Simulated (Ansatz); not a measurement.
# Geometry relaxation, with input and output: Si (part 1 of 2)

- system: Si (defect cell, 33 atoms in the cell)
- method: DFT PBEsol, scalar-relativistic, plane waves, PAW, no spin polarisation (Ansatz 0.2.0)

The structure derives from a Materials Project entry. It belongs to a series of runs on one base structure; here: Si interstitial, charge +0, atoms relaxed at the host's cell.

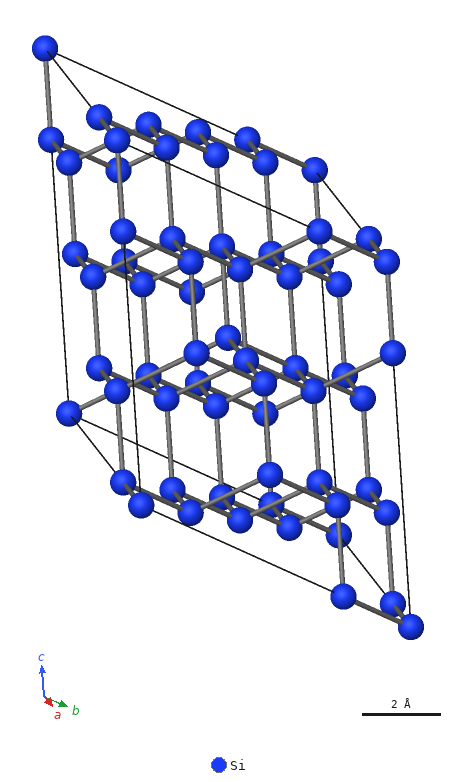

*The input geometry (ball-and-stick view of the cell of the calculation, seen slightly off an axis).*

Near neighbours in the crystal (not all of them lie inside the picture): Si has 4 Si at 2.35 Å; Si has 5 Si at 2.35 Å.

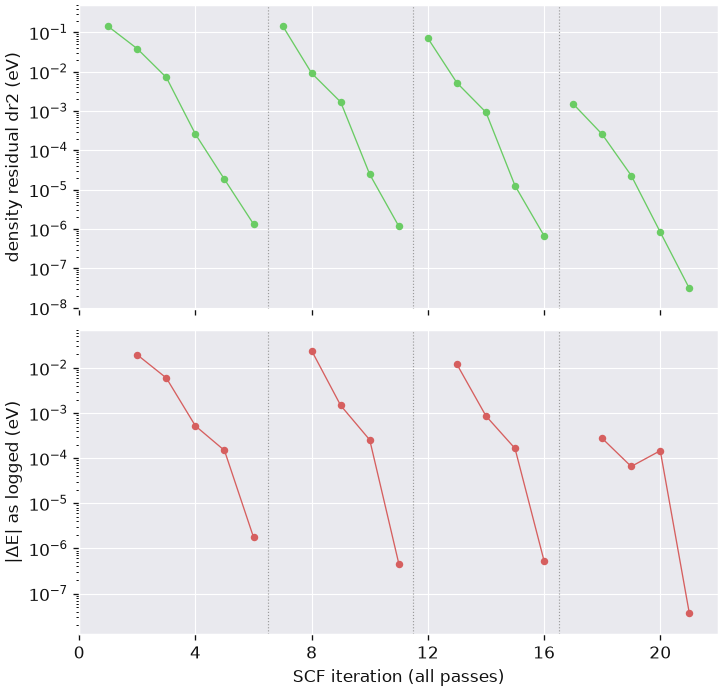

*Convergence of the self-consistent field: density residual dr2 and size of the energy change against the SCF iteration. The dotted lines part the SCF passes of the relaxation: geometry steps, rejected trials and re-solves on a re-selected basis.*

The passes take 6, 5, 5 and 5 iterations.

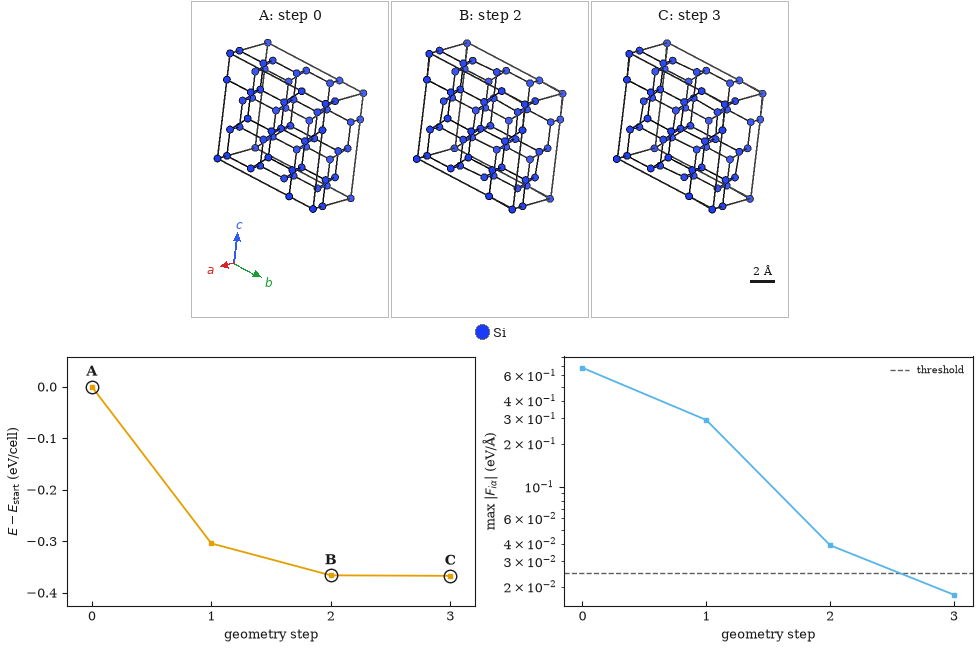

*Frames of the relaxation (ball-and-stick view of the cell of the calculation, seen slightly off an axis) above the curves, on which the letters mark them (the first geometry is step 0 here and step 1 in the log).*

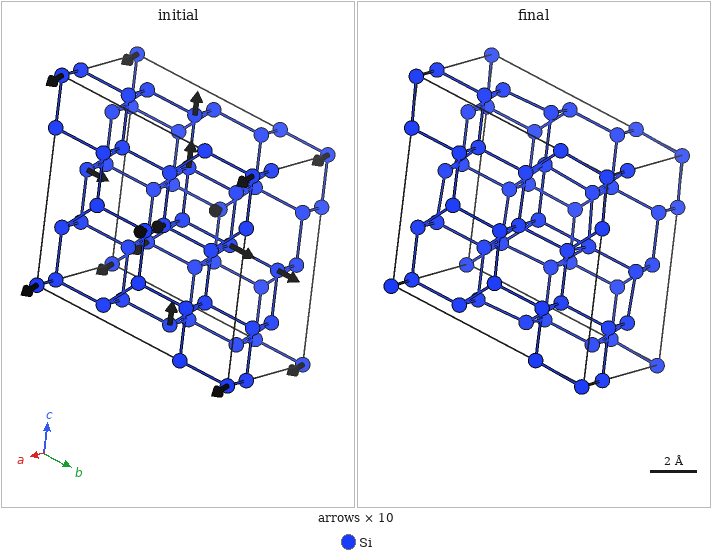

*Before (left) and after (right) the relaxation, at one scale (ball-and-stick view of the cell of the calculation, seen slightly off an axis). The black arrows give the displacements, magnified 10 times.*

The largest moves, 0.12 Å, are those of Si5, Si6, Si7 and Si11. The cell stays as it was. Distances before and after: Si11–Si33 2.353 → 2.478 Å, Si11–Si27 2.353 → 2.404 Å, Si10–Si26 2.353 → 2.328 Å, Si11–Si18 2.353 → 2.339 Å. Among the angles that change: Si5–Si27–Si11 109.5° → 114.6°, Si27–Si11–Si28 109.5° → 106.8°, Si18–Si11–Si27 109.5° → 112.0°. After 3 geometry steps the energy has fallen by 0.367 eV per cell of the calculation. Largest force component: 0.68 eV/Å at the start, 0.018 eV/Å at the end. (Atoms are counted from 1 in the order of the input.)

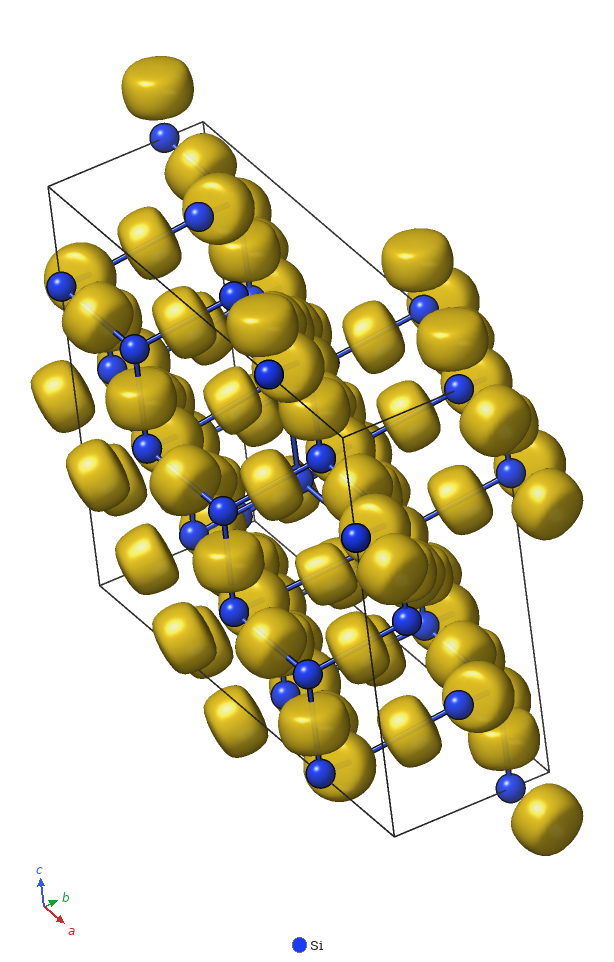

*Isosurface of the ELF at 0.75 (yellow), seen slightly off an axis. Only the valence region is drawn (cores and ρ < 0.01 e/Å³ removed). Sticks mark near contacts. The outline is the calculation cell.*

The ELF exceeds this value in 64 regions between bonded Si–Si atoms (shared pairs), counted in one cell of 33 atoms. Along the contacts the grid gives the following. Si–Si (2.40 Å): the ELF peaks at about 0.95 between the atoms (a shared electron pair). The fields are those of the smooth PAW valence density.

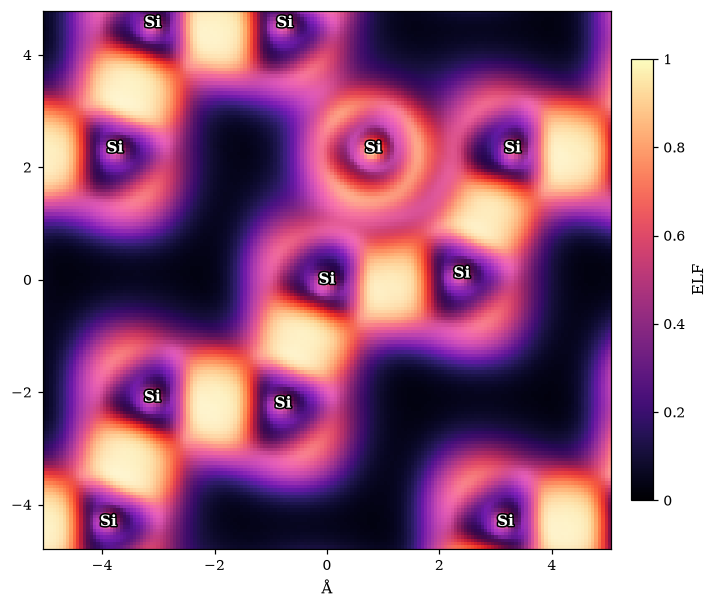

*Electron localisation function on the (101̄) plane of the calculation cell.*

Atoms in the plane: Si. Si–Si (2.48 Å): the ELF peaks at about 0.75 between the atoms, which marks a shared electron pair.

The input that produced these results follows, with the program's output.

Input file:
```yaml
crystal:
  lattice:
    - [-5.433834161, 5.433834161, 5.433834161]
    - [5.433834161, -5.433834161, 5.433834161]
    - [5.433834161, 5.433834161, -5.433834161]
  atoms:
    - { symbol: Si, position: [0.25, 0.5, 0.0] }
    - { symbol: Si, position: [0.25, 0.75, 0.75] }
    - { symbol: Si, position: [0.25, 0.0, 0.5] }
    - { symbol: Si, position: [0.5, 0.25, 0.0] }
    - { symbol: Si, position: [0.25, 0.25, 0.25] }
    - { symbol: Si, position: [0.5, 0.5, 0.75] }
    - { symbol: Si, position: [0.5, 0.75, 0.5] }
    - { symbol: Si, position: [0.75, 0.0, 0.0] }
    - { symbol: Si, position: [0.5, 0.0, 0.25] }
    - { symbol: Si, position: [0.75, 0.25, 0.75] }
    - { symbol: Si, position: [0.75, 0.5, 0.5] }
    - { symbol: Si, position: [0.0, 0.75, 0.0] }
    - { symbol: Si, position: [0.75, 0.75, 0.25] }
    - { symbol: Si, position: [0.0, 0.0, 0.75] }
    - { symbol: Si, position: [0.0, 0.25, 0.5] }
    - { symbol: Si, position: [0.0, 0.5, 0.25] }
    - { symbol: Si, position: [0.0, 0.25, 0.75] }
    - { symbol: Si, position: [0.0, 0.5, 0.5] }
    - { symbol: Si, position: [0.0, 0.75, 0.25] }
    - { symbol: Si, position: [0.25, 0.0, 0.75] }
    - { symbol: Si, position: [0.0, 0.0, 0.0] }
    - { symbol: Si, position: [0.25, 0.25, 0.5] }
    - { symbol: Si, position: [0.25, 0.5, 0.25] }
    - { symbol: Si, position: [0.5, 0.75, 0.75] }
    - { symbol: Si, position: [0.25, 0.75, 0.0] }
    - { symbol: Si, position: [0.5, 0.0, 0.5] }
    - { symbol: Si, position: [0.5, 0.25, 0.25] }
    - { symbol: Si, position: [0.75, 0.5, 0.75] }
    - { symbol: Si, position: [0.5, 0.5, 0.0] }
    - { symbol: Si, position: [0.75, 0.75, 0.5] }
    - { symbol: Si, position: [0.75, 0.0, 0.25] }
    - { symbol: Si, position: [0.75, 0.25, 0.0] }
    - { symbol: Si, position: [0.5, 0.5, 0.5] }
  host:
    lattice:
      - [0.0, 2.7169170805, 2.7169170805]
      - [2.7169170805, 0.0, 2.7169170805]
      - [2.7169170805, 2.7169170805, 0.0]
    atoms:
      - { symbol: Si, position: [0.25, 0.25, 0.25] }
      - { symbol: Si, position: [0.0, 0.0, 0.0] }
basis:
  ecutwfc: 420
  xc_grid: 2
kpoints:
  mp_grid: { grid: [3, 3, 3], shift: [0.0, 0.0, 0.0] }
hamiltonian:
  xc: pbesol
scf:
  occupations: { method: gaussian, width: 0.02 }
output:
  forces: true
  stress: false
  eigenvalues: true
  charged_corrections:
    defect_position: [0.5, 0.5, 0.5]
    epsilon: [[13.2922, 0.0, 0.0], [0.0, 13.2922, 0.0], [0.0, 0.0, 13.2922]]
  write_density: true
  write_potential: true
  elf: true
  volumetric_format: npy
relax:
  adjacent_minimum: "off"
  f_tol: 0.025
  max_steps: 45
```

Launched with:
```bash
ansatz run input.yaml --threads 4 --pin off --max-ram 6144MiB --backend cpu --events-out ev --progress --plain --runs-dir out
```

Log:
```
Engine: ansatz 0.2.0, aarch64-unknown-linux-gnu
Pseudopotentials: kind: paw
Pseudopotential: Si, paw, valence charge 4, recommended cutoff 420 eV (normal), Si.paw.azcp
Functional definition: PBEsol
  exchange = pbesol_x
  correlation = pbesol_c
Crystal: 33 atoms, lattice volume = 641.770 Å³
Basis set: ecut = 420 eV, 12527 PW (Γ), exchange–correlation on 128×128×128 points (8 copies of the dense FFT grid, shifted against one another)
Bands: 99, of which v1, the nominal top of the filled ones, is band 66 counted from 1 (65 counted from 0)
Symmetry: 24 space group operations
Space group: I-43m (ITA 217), of the structure as read, at distance tolerance 8.6e-5 Å
k-points: 4 of 27 (time reversal used)
Non-local potential: Si, projectors of the file, l = 0: 2, l = 1: 2, l = 2: 2
PAW form: soft (Blöchl's): semilocal exchange-correlation on the pseudo side does not see the compensation charge
PAW frozen core: Si, regenerated for the run's functional, and the local potential with it (the file was generated under x = pbe(κ = 0.804, μ = 0.2195149727645171), c = pbe(β = 0.06672455060314922))
PAW one-centre angular grid: Si, 110 points (default); XC on 64 Gauss nodes
Initial density: superposition of atomic densities (neutral atoms: chi_scale 0, normalization atom), corrected by the library's trained network
Initial wavefunctions: pseudopotential atomic-orbital guess
Functional: x = pbesol(κ = 0.804, μ = 0.12345679012345678), c = pbesol(β = 0.046)
SCF iter   1: F=—  HF=-20505.583717 eV  |F-HF|=—  |Δ(HF+E_count)|=         —  Δρ=3.76e-3  dr2=1.42e-1  ethr=1.77e-3  ⟨swp⟩=6.2  Hψ=1900  notcnv=0  defer=47
preconditioner: auto → Resta (q_TF=auto, 2.096 Å⁻¹)  ε∞=5.6  [insulator: Δε(μ)=0.172 eV  Ē_g=7.818 eV  σ=0.020 eV  W_gap=0.50  n_scr=86 (ndim 8)  ℏωp=16.8 eV  f_vac=0.000  D(μ)=17.22/eV (n_scr^D=134)  ε∞_Penn≈5.6]
SCF iter   2: F=—  HF=-20505.564072 eV  |F-HF|=—  |Δ(HF+E_count)|=   1.96e-2  Δρ=2.09e-3  dr2=3.85e-2  ethr=1.08e-4  ⟨swp⟩=2.2  Hψ=469  notcnv=0  defer=79
SCF iter   3: F=—  HF=-20505.558073 eV  |F-HF|=—  |Δ(HF+E_count)|=   6.00e-3  Δρ=5.06e-4  dr2=7.17e-3  ethr=2.92e-5  ⟨swp⟩=2.8  Hψ=560  notcnv=0  defer=96
SCF iter   4: F=—  HF=-20505.557553 eV  |F-HF|=—  |Δ(HF+E_count)|=   5.21e-4  Δρ=1.68e-4  dr2=2.60e-4  ethr=5.43e-6  ⟨swp⟩=2.2  Hψ=434  notcnv=0  defer=96
SCF iter   5: F=—  HF=-20505.557701 eV  |F-HF|=—  |Δ(HF+E_count)|=   1.49e-4  Δρ=3.82e-5  dr2=1.84e-5  ethr=1.97e-7  ⟨swp⟩=2.0  Hψ=498  notcnv=0  defer=96
SCF iter   6: F=-20505.557702 eV  HF=-20505.557703 eV  |F-HF|=9.56e-7  |Δ(HF+E_count)|=   1.78e-6  Δρ=8.30e-6  dr2=1.34e-6  ethr=1.18e-8  ⟨swp⟩=20.2  Hψ=3737  notcnv=0
SCF 1 converged in 6 iterations: F = -20505.557702 eV  dr2 = 1.34e-6
  greatest PAW one-centre occupation: 0.735 electrons in one spin orbital (limit 2), on the Si atom at site 32 (counted from 0), in its partial waves of l = 0
relax step   1: F+E_penalty+E_count = -20505.55770193 eV  Δ(F+E_penalty+E_count) = +0.000e0 eV  max|allowed force component| = 6.768e-1 eV/Å  Δτ_max = 0.0000 Å  (6 SCF iters, dr2 threshold 1.56e-5 eV, accepted)
Initial density: handed on by an earlier stage of this run
Initial wavefunctions: those handed on with the density
iter 1 solved again at ethr=1.15e-4 eV; its pass at ethr=3.10e-3 eV (dr2=1.52e-1 eV) is discarded
SCF iter   1: F=—  HF=-20505.887825 eV  |F-HF|=—  |Δ(HF+E_count)|=         —  Δρ=3.02e-3  dr2=1.48e-1  ethr=1.15e-4  ⟨swp⟩=1.0  Hψ=1230  notcnv=0  defer=97
preconditioner: auto → Resta (q_TF=auto, 2.096 Å⁻¹)  ε∞=5.6  [insulator: Δε(μ)=0.210 eV  Ē_g=7.826 eV  σ=0.020 eV  W_gap=0.71  n_scr=86 (ndim 8)  ℏωp=16.8 eV  f_vac=0.000  D(μ)=29.13/eV (n_scr^D=248)  ε∞_Penn≈5.6]
SCF iter   2: F=—  HF=-20505.863562 eV  |F-HF|=—  |Δ(HF+E_count)|=   2.43e-2  Δρ=1.34e-3  dr2=9.22e-3  ethr=1.12e-4  ⟨swp⟩=3.0  Hψ=479  notcnv=0  defer=97
SCF iter   3: F=—  HF=-20505.862082 eV  |F-HF|=—  |Δ(HF+E_count)|=   1.48e-3  Δρ=5.99e-4  dr2=1.70e-3  ethr=6.98e-6  ⟨swp⟩=2.0  Hψ=449  notcnv=0  defer=97
SCF iter   4: F=—  HF=-20505.861827 eV  |F-HF|=—  |Δ(HF+E_count)|=   2.55e-4  Δρ=4.62e-5  dr2=2.46e-5  ethr=1.29e-6  ⟨swp⟩=2.8  Hψ=568  notcnv=0  defer=97
SCF iter   5: F=-20505.861828 eV  HF=-20505.861827 eV  |F-HF|=2.63e-7  |Δ(HF+E_count)|=   4.64e-7  Δρ=1.20e-5  dr2=1.18e-6  ethr=1.87e-8  ⟨swp⟩=19.5  Hψ=3604  notcnv=0
SCF 2 converged in 5 iterations: F = -20505.861828 eV  dr2 = 1.18e-6
  greatest PAW one-centre occupation: 0.734 electrons in one spin orbital (limit 2), on the Si atom at site 32 (counted from 0), in its partial waves of l = 0
relax step   2: F+E_penalty+E_count = -20505.86182760 eV  Δ(F+E_penalty+E_count) = -3.041e-1 eV  max|allowed force component| = 2.923e-1 eV/Å  Δτ_max = 0.0628 Å  (5 SCF iters, dr2 threshold 2.86e-5 eV, accepted)
SCF iter   1: F=—  HF=-20505.936907 eV  |F-HF|=—  |Δ(HF+E_count)|=         —  Δρ=2.15e-3  dr2=7.15e-2  ethr=5.73e-4  ⟨swp⟩=3.0  Hψ=889  notcnv=0  defer=97
preconditioner: auto → Resta (q_TF=auto, 2.096 Å⁻¹)  ε∞=5.6  [insulator: Δε(μ)=0.221 eV  Ē_g=7.813 eV  σ=0.020 eV  W_gap=0.73  n_scr=86 (ndim 8)  ℏωp=16.8 eV  f_vac=0.000  D(μ)=28.34/eV (n_scr^D=224)  ε∞_Penn≈5.6]
SCF iter   2: F=—  HF=-20505.924852 eV  |F-HF|=—  |Δ(HF+E_count)|=   1.21e-2  Δρ=9.79e-4  dr2=5.24e-3  ethr=5.41e-5  ⟨swp⟩=3.0  Hψ=534  notcnv=0  defer=98
SCF iter   3: F=—  HF=-20505.923986 eV  |F-HF|=—  |Δ(HF+E_count)|=   8.66e-4  Δρ=4.45e-4  dr2=9.34e-4  ethr=3.97e-6  ⟨swp⟩=2.8  Hψ=517  notcnv=0  defer=99
SCF iter   4: F=—  HF=-20505.923821 eV  |F-HF|=—  |Δ(HF+E_count)|=   1.65e-4  Δρ=3.78e-5  dr2=1.27e-5  ethr=7.07e-7  ⟨swp⟩=2.8  Hψ=531  notcnv=0  defer=99
SCF iter   5: F=-20505.923822 eV  HF=-20505.923822 eV  |F-HF|=1.90e-7  |Δ(HF+E_count)|=   5.33e-7  Δρ=9.34e-6  dr2=6.76e-7  ethr=4.05e-9  ⟨swp⟩=18.2  Hψ=3519  notcnv=0
SCF 3 converged in 5 iterations: F = -20505.923822 eV  dr2 = 6.76e-7
relax step   3: F+E_penalty+E_count = -20505.92382172 eV  Δ(F+E_penalty+E_count) = -6.199e-2 eV  max|allowed force component| = 3.892e-2 eV/Å  Δτ_max = 0.0508 Å  (5 SCF iters, dr2 threshold 5.34e-6 eV, accepted)
SCF iter   1: F=—  HF=-20505.924986 eV  |F-HF|=—  |Δ(HF+E_count)|=         —  Δρ=4.38e-4  dr2=1.53e-3  ethr=2.77e-5  ⟨swp⟩=3.2  Hψ=854  notcnv=0  defer=99
preconditioner: auto → Resta (q_TF=auto, 2.096 Å⁻¹)  ε∞=5.7  [insulator: Δε(μ)=0.226 eV  Ē_g=7.808 eV  σ=0.020 eV  W_gap=0.79  n_scr=86 (ndim 8)  ℏωp=16.8 eV  f_vac=0.000  D(μ)=29.77/eV (n_scr^D=248)  ε∞_Penn≈5.7]
SCF iter   2: F=—  HF=-20505.924710 eV  |F-HF|=—  |Δ(HF+E_count)|=   2.76e-4  Δρ=2.24e-4  dr2=2.57e-4  ethr=1.16e-6  ⟨swp⟩=2.0  Hψ=530  notcnv=0  defer=99
SCF iter   3: F=—  HF=-20505.924645 eV  |F-HF|=—  |Δ(HF+E_count)|=   6.57e-5  Δρ=5.54e-5  dr2=2.30e-5  ethr=1.95e-7  ⟨swp⟩=3.0  Hψ=524  notcnv=0  defer=99
SCF iter   4: F=—  HF=-20505.924792 eV  |F-HF|=—  |Δ(HF+E_count)|=   1.47e-4  Δρ=1.07e-5  dr2=8.35e-7  ethr=1.74e-8  ⟨swp⟩=2.2  Hψ=449  notcnv=0  defer=99
SCF iter   5: F=-20505.924792 eV  HF=-20505.924792 eV  |F-HF|=1.22e-8  |Δ(HF+E_count)|=   3.67e-8  Δρ=2.23e-6  dr2=3.10e-8  ethr=7.58e-11  ⟨swp⟩=15.2  Hψ=3057  notcnv=0
SCF 4 converged in 5 iterations: F = -20505.924792 eV  dr2 = 3.10e-8
relax step   4: F+E_penalty+E_count = -20505.92479164 eV  Δ(F+E_penalty+E_count) = -9.699e-4 eV  max|allowed force component| = 1.756e-2 eV/Å  Δτ_max = 0.0111 Å  (5 SCF iters, accepted)
SCF converged after 5 iterations
Free energy (F): -20505.924792 eV
Harris-Foulkes:  -20505.924792 eV  (|F-HF|=1.22e-8)
Internal energy: -20505.918821 eV  (E = F + TS)
E sigma→0 (E₀):  -20505.921806 eV
Entropy (-TS):   -0.005971 eV (-0.181 meV/atom)
Fermi energy:    7.304242 eV
--- Per-component energies (eV) ---
  E_band       = 174.600733
  E_kinetic    = 1336.745689
  E_local      = -887.451356  (includes V_loc(G=0)·N_el)
  E_nonlocal   = 860.247848
  E_hartree    = 247.893218
  E_xc         = -1809.093836
  E_vxc        = -1551.185613  (∫ρ·V_xc dr)
  E_paw        = -16463.217496  (= ΣΔE_a)
  E_vpaw       = -79.543025  (= ΣTr[D̂ρ^β])
  E_aug_tail   = 0.000200  (compensation charges beyond the density's cutoff)
  E_ewald      = -3792.084590
  E_core_change = 1.041502  (= ΣΔE_core)
  E_smearing   = -0.005971  (= −TS)
  E_closure    = 0.000000  (closes the sum)
  Σ components = -20505.924792   (vs F -20505.924792, Δ=0.00e0)
```
